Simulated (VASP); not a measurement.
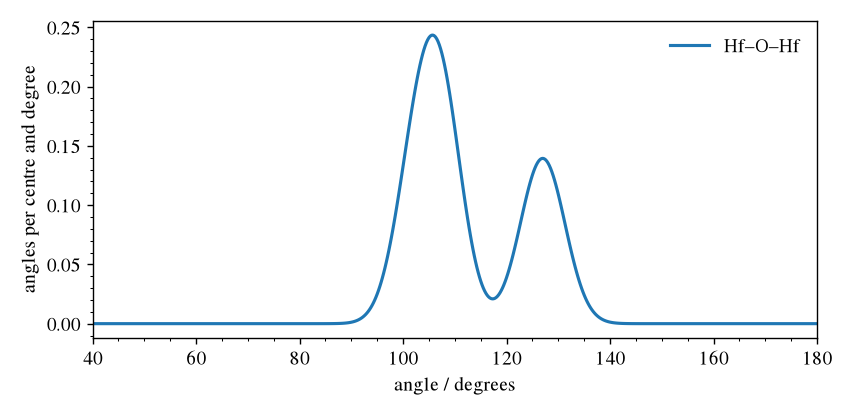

Bond-angle distributions computed from the structure of HfO2; each angle is a Gaussian of σ = 4.0°. Bonds counted: Hf–O up to 2.64 Å. Structure used: a cell listed in the Materials Project, as set up for an electronic-structure calculation.

### Where do the angles cluster?

Hf–O–Hf: 102–109° (3 per centre); 125–129° (1.5 per centre)

The structure has space group Pca2_1 (No. 29); other forms of this composition would give other results.
